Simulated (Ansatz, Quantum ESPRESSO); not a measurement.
# The basal face of Co: relaxation and work function, part 2 of 3

How much does the work function of Co(0001) depend on the functional?

Quantum ESPRESSO 7.5; plane-wave DFT, PBE, GBRV ultrasoft pseudopotentials; geometry and cross-check by Ansatz 0.2.0 with PAW datasets.

So far. Step 2 (Geometry from Ansatz of (0001)): The relaxation lowers the energy by 7 meV an atom. Held were the atoms numbered 3 and 4; the forces quoted are those on the free ones.

## 3. Self-consistent run of (0001), PBE

Both faces of the slab are alike, so a plain periodic cell serves and symmetry is kept.

Level of this step: plane-wave DFT, PBE, GBRV ultrasoft pseudopotentials (Quantum ESPRESSO 7.5).

0001.pbe.in reads:

```
&control
  prefix = '0001.pbe'
  outdir = './out'
  pseudo_dir = './pseudo'
  calculation = 'scf'
  tprnfor = .true.
/
&system
  ibrav = 0
  nat = 6
  ntyp = 1
  ecutwfc = 40
  ecutrho = 200
  occupations = 'smearing'
  smearing = 'mv'
  degauss = 0.02
  nspin = 2
  starting_magnetization(1) = 0.28
/
&electrons
  conv_thr = 1e-07
  mixing_beta = 0.4
  electron_maxstep = 120
  mixing_mode = 'local-TF'
/
ATOMIC_SPECIES
  Co  58.9332  co_pbe_v1.2.uspp.F.UPF
CELL_PARAMETERS angstrom
  2.51000000000061 0.00000000000000 0.00000000000000
  1.25500000000031 2.17372376349947 0.00000000000000
  0.00000000000000 0.00000000000000 26.17805000000000
ATOMIC_POSITIONS crystal
  Co  0.666666666667 0.666666666667 0.309030535238
  Co  -0.000000000000 0.000000000000 0.383480344179
  Co  0.666666666667 0.666666666667 0.461119907700
  Co  0.000000000000 0.000000000000 0.538880092300
  Co  0.666666666667 0.666666666667 0.616519651331
  Co  0.000000000000 -0.000000000000 0.690969456507
K_POINTS automatic
  12 12 1 0 0 0
```

Started as:

```bash
> OMP_NUM_THREADS=1 mpirun -n 4 pw.x -nk 4 -in 0001.pbe.in > 0001.pbe.out
```

The log of the run:

```text
Program PWSCF v.7.5 starts
[citation notice left out]

     Parallel version (MPI & OpenMP), running on       4 processor cores
     Number of MPI processes:                 4
     Threads/MPI process:                     1

     MPI processes distributed on     1 nodes
[...]
Current dimensions of program PWSCF are:
     Max number of different atomic species (ntypx) = 10
     Max number of k-points (npk) =  40000
     Max angular momentum in pseudopotentials (lmaxx) =  4
     Message from routine setup:
     using ibrav=0 with symmetry is DISCOURAGED, use correct ibrav instead

     K-points division:     npool     =       4
     Subspace diagonalization in iterative solution of the eigenvalue problem:
     a serial algorithm will be used

     G-vector sticks info
     --------------------
     sticks:   dense  smooth     PW     G-vecs:    dense   smooth      PW
     Sum         313     253     85                46195    33139    6559

     Using Slab Decomposition

     bravais-lattice index     =            0
     lattice parameter (alat)  =       4.7432  a.u.
     unit-cell volume          =     963.8556 (a.u.)^3
     number of atoms/cell      =            6
     number of atomic types    =            1
     number of electrons       =       102.00
     number of Kohn-Sham states=           61
     kinetic-energy cutoff     =      40.0000  Ry
     charge density cutoff     =     200.0000  Ry
     scf convergence threshold =      1.0E-07
     mixing beta               =       0.4000
     number of iterations used =            8  local-TF  mixing
     Exchange-correlation= SLA  PW   PBE  PBE
                           (   1   4   3   4   0   0   0)

     celldm(1)=   4.743213  celldm(2)=   0.000000  celldm(3)=   0.000000
     celldm(4)=   0.000000  celldm(5)=   0.000000  celldm(6)=   0.000000

     crystal axes: (cart. coord. in units of alat)
               a(1) = (   1.000000   0.000000   0.000000 )
               a(2) = (   0.500000   0.866025   0.000000 )
               a(3) = (   0.000000   0.000000  10.429502 )

     reciprocal axes: (cart. coord. in units 2 pi/alat)
               b(1) = (  1.000000 -0.577350  0.000000 )
               b(2) = (  0.000000  1.154701  0.000000 )
               b(3) = (  0.000000  0.000000  0.095882 )

     PseudoPot. # 1 for Co read from file:
     ./pseudo/co_pbe_v1.2.uspp.F.UPF
     Pseudo is Ultrasoft + core correction, Zval = 17.0
     Generated by new atomic code, or converted to UPF format
     Using radial grid of  863 points,  6 beta functions with:
                l(1) =   0
                l(2) =   0
                l(3) =   1
                l(4) =   1
                l(5) =   2
                l(6) =   2
     Q(r) pseudized with  8 coefficients,  rinner =    1.200   1.200   1.200
                                                       1.200   1.200

     atomic species   valence    mass     pseudopotential
     Co               17.00    58.93320     Co( 1.00)

     Starting magnetic structure
     atomic species   magnetization
     Co              0.280

     12 Sym. Ops., with inversion, found ( 6 have fractional translation)

   Cartesian axes

     site n.     atom                  positions (alat units)
         1        Co     tau(   1) = (   1.0000000   0.5773503   3.2230346  )
         2        Co     tau(   2) = (   0.0000000   0.0000000   3.9995090  )
         3        Co     tau(   3) = (   1.0000000   0.5773503   4.8092510  )
         4        Co     tau(   4) = (   0.0000000   0.0000000   5.6202510  )
         5        Co     tau(   5) = (   1.0000000   0.5773503   6.4299929  )
         6        Co     tau(   6) = (   0.0000000   0.0000000   7.2064673  )

     number of k points=    19  Marzari-Vanderbilt smearing, width (Ry)=  0.0200
                       cart. coord. in units 2pi/alat
        k(    1) = (   0.0000000   0.0000000   0.0000000), wk =   0.0069444
        k(    2) = (   0.0000000   0.0962250   0.0000000), wk =   0.0416667
        k(    3) = (   0.0000000   0.1924501   0.0000000), wk =   0.0416667
        k(    4) = (   0.0000000   0.2886751   0.0000000), wk =   0.0416667
        k(    5) = (   0.0000000   0.3849002   0.0000000), wk =   0.0416667
        k(    6) = (   0.0000000   0.4811252   0.0000000), wk =   0.0416667
        k(    7) = (   0.0000000  -0.5773503   0.0000000), wk =   0.0208333
        k(    8) = (   0.0833333   0.1443376   0.0000000), wk =   0.0416667
        k(    9) = (   0.0833333   0.2405626   0.0000000), wk =   0.0833333
        k(   10) = (   0.0833333   0.3367877   0.0000000), wk =   0.0833333
[...]
k(   19) = (   0.3333333  -0.5773503   0.0000000), wk =   0.0138889

     Dense  grid:    46195 G-vectors     FFT dimensions: (  24,  24, 225)

     Smooth grid:    33139 G-vectors     FFT dimensions: (  24,  24, 200)

     Estimated max dynamical RAM per process >     133.48 MB

     Estimated total dynamical RAM >     466.25 MB

     Check: negative core charge=   -0.000034
     Generating pointlists ...
     new r_m :   0.3991 (alat units)  1.8932 (a.u.) for type    1

     Initial potential from superposition of free atoms

     starting charge      96.0000, renormalised to     102.0000

     negative rho (up, down):  6.581E-05 3.702E-05
     Starting wfcs are   78 randomized atomic wfcs

     total cpu time spent up to now is        2.1 secs

     per-process dynamical memory:    90.7 Mb

     Self-consistent Calculation

     iteration #  1     ecut=    40.00 Ry     beta= 0.40
     Davidson diagonalization with overlap
     ethr =  1.00E-02,  avg # of iterations =  8.6

     negative rho (up, down):  8.962E-02 3.027E-02

     total cpu time spent up to now is       10.8 secs

     total energy              =   -1778.46148873 Ry
     estimated scf accuracy    <     218.67557390 Ry

     total magnetization       =     9.83 Bohr mag/cell
     absolute magnetization    =    11.02 Bohr mag/cell

     iteration #  2     ecut=    40.00 Ry     beta= 0.40
[...]
negative rho (up, down):  3.866E-02 1.125E-02

[...]
total energy              =   -1790.49774774 Ry
     estimated scf accuracy    <       2.88869004 Ry

     total magnetization       =    12.47 Bohr mag/cell
     absolute magnetization    =    13.37 Bohr mag/cell

     iteration #  3     ecut=    40.00 Ry     beta= 0.40
[...]
negative rho (up, down):  7.763E-03 1.325E-03

[...]
total energy              =   -1790.81216939 Ry
[...]
estimated scf accuracy    <       0.00007433 Ry

     total magnetization       =    10.25 Bohr mag/cell
     absolute magnetization    =    11.41 Bohr mag/cell

     iteration # 16     ecut=    40.00 Ry     beta= 0.40
[...]
negative rho (up, down):  6.122E-05 5.408E-05

[...]
total energy              =   -1790.82493709 Ry
     estimated scf accuracy    <       0.00001509 Ry

     total magnetization       =    10.25 Bohr mag/cell
     absolute magnetization    =    11.40 Bohr mag/cell

     iteration # 17     ecut=    40.00 Ry     beta= 0.40
[...]
negative rho (up, down):  2.909E-05 2.054E-05

[...]
total energy              =   -1790.82493934 Ry
     estimated scf accuracy    <       0.00000136 Ry

     total magnetization       =    10.25 Bohr mag/cell
     absolute magnetization    =    11.39 Bohr mag/cell

     iteration # 18     ecut=    40.00 Ry     beta= 0.40
[...]
negative rho (up, down):  2.243E-05 1.972E-05

[...]
total energy              =   -1790.82493938 Ry
     estimated scf accuracy    <       0.00000084 Ry

     total magnetization       =    10.25 Bohr mag/cell
     absolute magnetization    =    11.39 Bohr mag/cell

     iteration # 19     ecut=    40.00 Ry     beta= 0.40
[...]
negative rho (up, down):  2.510E-05 1.619E-05

[...]
total energy              =   -1790.82493954 Ry
     estimated scf accuracy    <       0.00000013 Ry

     total magnetization       =    10.25 Bohr mag/cell
     absolute magnetization    =    11.39 Bohr mag/cell

     iteration # 20     ecut=    40.00 Ry     beta= 0.40
[...]
negative rho (up, down):  2.760E-05 1.311E-05

     Magnetic moment per site  (integrated on atomic sphere of radius R)
     atom   1 (R=0.399)  charge= 15.3927  magn=  1.8319
     atom   2 (R=0.399)  charge= 15.4664  magn=  1.7787
     atom   3 (R=0.399)  charge= 15.4420  magn=  1.7648
     atom   4 (R=0.399)  charge= 15.4420  magn=  1.7648
     atom   5 (R=0.399)  charge= 15.4664  magn=  1.7787
     atom   6 (R=0.399)  charge= 15.3927  magn=  1.8319

[...]
End of self-consistent calculation

 ------ SPIN UP ------------

          k = 0.0000 0.0000 0.0000 (  4155 PWs)   bands (ev):

   -90.4676 -90.4661 -90.4246 -90.4012 -90.3555 -90.3555 -53.8348 -53.8098
   -53.7160 -53.6314 -53.5795 -53.5781 -53.5781 -53.5771 -53.5771 -53.5408
   -53.5355 -53.5355 -53.5150 -53.5150 -53.4477 -53.4477 -53.4477 -53.4477
    -2.9205  -2.3142  -1.2579  -0.1430   0.4544   0.6104   2.8934   2.9332
     3.0163   3.0163   3.0594   3.0594   3.0771   3.0771   3.0981   3.0982
     3.2023   3.2023   3.3427   3.3427   3.4137   3.4137   3.8702   3.8702
     3.9090   4.1001   4.1001   4.4043   4.4043   4.6729   4.6729   4.8098
     4.8098   4.8423   4.8423   5.4320   5.9786

          k = 0.0000 0.0962 0.0000 (  4133 PWs)   bands (ev):

   -90.4651 -90.4638 -90.4223 -90.3996 -90.3536 -90.3536 -53.8289 -53.8056
   -53.7159 -53.6378 -53.5934 -53.5879 -53.5822 -53.5811 -53.5797 -53.5484
   -53.5427 -53.5393 -53.5269 -53.5178 -53.4614 -53.4612 -53.4511 -53.4511
    -2.6834  -2.0847  -1.0408   0.0603   0.6328   0.7617   2.7304   2.8037
     2.8964   2.9147   3.0173   3.0673   3.0853   3.1087   3.1441   3.1770
     3.2740   3.2843   3.2887   3.3595   3.4293   3.5053   3.6505   3.8169
     3.8312   4.0437   4.0746   4.2856   4.3858   4.4324   4.6292   4.6687
     4.8227   4.8670   5.1129   6.1116   6.7564

          k = 0.0000 0.1925 0.0000 (  4104 PWs)   bands (ev):

   -90.4583 -90.4572 -90.4161 -90.3953 -90.3484 -90.3484 -53.8122 -53.7944
   -53.7195 -53.6644 -53.6258 -53.6115 -53.5949 -53.5934 -53.5918 -53.5735
   -53.5546 -53.5534 -53.5496 -53.5257 -53.4972 -53.4961 -53.4603 -53.4603
    -1.9998  -1.4323  -0.4436   0.5951   1.0935   1.1396   2.3819   2.5177
     2.6462   2.6532   2.7261   2.9580   2.9683   3.1089   3.2434   3.3268
     3.3500   3.3894   3.4207   3.4382   3.4655   3.6210   3.6338   3.7486
     3.7888   3.8752   4.0715   4.1033   4.3589   4.4186   4.6596   4.8496
     4.9197   4.9295   5.8592   7.1838   8.1191

          k = 0.0000 0.2887 0.0000 (  4088 PWs)   bands (ev):

   -90.4488 -90.4482 -90.4075 -90.3896 -90.3413 -90.3413 -53.7885 -53.7812
   -53.7397 -53.7120 -53.6662 -53.6482 -53.6208 -53.6085 -53.6064 -53.5916
   -53.5834 -53.5735 -53.5635 -53.5391 -53.5368 -53.5357 -53.4728 -53.4728
    -0.9774  -0.5023   0.3038   1.1090   1.4515   1.5070   2.0417   2.1375
     2.3919   2.4801   2.4989   2.8716   2.9517   3.0176   3.3013   3.3221
     3.3312   3.3900   3.4067   3.5245   3.6083   3.8094   3.9965   4.0169
     4.1066   4.1865   4.2193   4.2772   4.4209   4.6176   4.6717   4.8789
     4.9707   5.4280   6.7586   8.4021   9.7029

          k = 0.0000 0.3849 0.0000 (  4120 PWs)   bands (ev):

   -90.4394 -90.4391 -90.3984 -90.3845 -90.3343 -90.3342 -53.7784 -53.7776
   -53.7655 -53.7616 -53.7075 -53.6858 -53.6356 -53.6235 -53.6209 -53.6157
   -53.6129 -53.5888 -53.5772 -53.5678 -53.5636 -53.5480 -53.4853 -53.4852
     0.0919   0.3334   0.7553   1.1629   1.3961   1.4432   1.7466   1.9854
     2.2105   2.2455   2.4283   3.1104   3.1214   3.1785   3.2174   3.3401
     3.4372   3.5550   3.7051   3.9850   4.0308   4.0974   4.4060   4.4792
     4.5131   4.6068   4.6068   4.6389   4.6842   4.7744   4.9313   4.9712
     5.0144   6.1815   7.8302   9.7032  11.4509

          k = 0.0000 0.4811 0.0000 (  4124 PWs)   bands (ev):

   -90.4325 -90.4323 -90.3913 -90.3812 -90.3291 -90.3290 -53.8119 -53.8039
   -53.7858 -53.7609 -53.7262 -53.7092 -53.6508 -53.6345 -53.6345 -53.6315
   -53.6188 -53.5949 -53.5871 -53.5854 -53.5833 -53.5563 -53.4944 -53.4943
     0.6703   0.6822   0.8701   1.0763   1.1785   1.2940   1.6587   1.8434
     2.0331   2.1344   2.4057   3.0214   3.0652   3.2636   3.4091   3.4699
     3.7017   3.7935   4.0092   4.2091   4.5724   4.6329   4.7060   4.8505
     4.8707   4.9171   4.9617   4.9989   5.0629   5.0933   5.5064   5.6752
     5.9941   7.2741   8.7831  10.1144  12.5573

[...]
the Fermi energy is     5.8397 ev

!    total energy              =   -1790.82493953 Ry
     estimated scf accuracy    <       0.00000004 Ry
     smearing contrib. (-TS)   =       0.00362426 Ry
     internal energy E=F+TS    =   -1790.82856378 Ry

     The total energy is F=E-TS. E is the sum of the following terms:
     one-electron contribution =  -17325.06812564 Ry
     hartree contribution      =    8681.17553180 Ry
     xc contribution           =    -195.93367423 Ry
     ewald contribution        =    7048.99770428 Ry

     total magnetization       =    10.25 Bohr mag/cell
     absolute magnetization    =    11.39 Bohr mag/cell

     convergence has been achieved in  20 iterations

     negative rho (up, down):  2.760E-05 1.311E-05

     Forces acting on atoms (cartesian axes, Ry/au):

     atom    1 type  1   force =     0.00000000    0.00000000    0.00087610
     atom    2 type  1   force =     0.00000000   -0.00000000   -0.00237828
     atom    3 type  1   force =     0.00000000    0.00000000    0.01165442
     atom    4 type  1   force =     0.00000000    0.00000000   -0.01165442
     atom    5 type  1   force =     0.00000000   -0.00000000    0.00237828
     atom    6 type  1   force =     0.00000000    0.00000000   -0.00087610

     Total force =     0.016867     Total SCF correction =     0.001914
     SCF correction compared to forces is large: reduce conv_thr to get better values

[...]
=------------------------------------------------------------------------------=
   JOB DONE.
=------------------------------------------------------------------------------=
```

The job ended after 95 s (4 MPI ranks of Arm Neoverse V2, shared host; peak memory 0.61 GiB; 6.3 min of CPU time).

Numbers from this step:

| Property | Result |
| --- | --- |
| free energy | -24365.4146 eV |
| Fermi energy | 5.840 eV |
| magnetization | 10.25 μB |
| absolute magnetization | 11.39 μB |
| site moments | 1.832, 1.779, 1.765, 1.765, 1.779, 1.832 μB |

## 4. Potential by pp.x of (0001)

plot_num = 11 writes the bare and Hartree potential. It leaves out exchange and correlation, which fade slowly, so it flattens close to the surface.

0001.pbe.pot.in reads:

```
&inputpp
  prefix = '0001.pbe'
  outdir = './out'
  filplot = '0001.pbe.pot.dat'
  plot_num = 11
/
```

Started as:

```bash
> OMP_NUM_THREADS=1 mpirun -n 4 pp.x -in 0001.pbe.pot.in > 0001.pbe.pot.out
```

The log of the run:

```text
[banner, memory and clock lines left out]
Program POST-PROC v.7.5 starts

          URL

     ./out/0001.pbe.save/

     IMPORTANT: XC functional enforced from input :
     Exchange-correlation= PBE
                           (   1   4   3   4   0   0   0)
     Any further DFT definition will be discarded
     Please, verify this is what you really want

     Check: negative core charge=   -0.000034

     negative rho (up, down):  2.760E-05 1.311E-05

     Calling punch_plot, plot_num =  11
     Writing data to file  0001.pbe.pot.dat
     Message from routine chdens:
     namelist plot not found or invalid, exiting
```

The job ended after 0.77 s (4 MPI ranks; peak memory 0.09 GiB; 2.7 s of CPU time).

Numbers from this step:

```
work function of the upper face                                       : 4.929 eV
slope of the potential above                                          : 3.36e-4 eV/Å
upper vacuum line continued to the top atoms, over the Fermi level    : 4.928 eV
work function of the lower face                                       : 4.929 eV
slope of the potential below                                          : -2.24e-4 eV/Å
lower vacuum line continued to the bottom atoms, over the Fermi level : 4.928 eV
```

The potential energy, planar mean oscillates, so the rows of the table below give means over windows of 1.98 Å about each position, cut where the curve ends. Its maxima inside the range that stand out by 2 % of the span (Å: eV): 9.1: -1.41, 11.1: -0.714, 13.1: -0.721, 15.1: -0.714, 17.1: -1.41. Its minima: 8.1: -26.3, 10.0: -26.6, 12.1: -26.6, 14.1: -26.6, 16.2: -26.6, 18.0: -26.3.

Electrostatic potential energy of an electron; zero at the Fermi level. The potential energy, planar mean by z; means over each step:

```csv
z (Å),"potential energy, planar mean (eV)"
0.99,4.93
2.97,4.93
4.95,4.88
6.93,-1.53
8.91,-12.5
10.89,-11.4
12.87,-11.4
14.85,-11.5
16.83,-12.5
18.81,-7.99
20.79,4.80
22.77,4.93
24.75,4.93
```

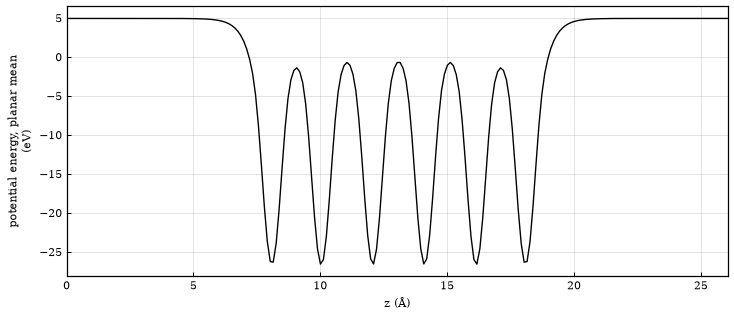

Potential energy, planar mean against z.

(Part 2 of 3 ends here.)

[Logs are printed without paths, hosts, clocks, repeated set-up lines and the standing remarks that a program may print on its own settings, such as how far it seeks lower states.]

[Hosts, paths, dates, database ids (printed as entryN), source tags and the programs' standing remarks are cut or masked in the printed files.]

[Maps of the electrostatic potential energy from Ansatz leave out the sawtooth potential of an applied field or a dipole correction, so their vacuum need not be flat; planar profiles and work functions include it.]
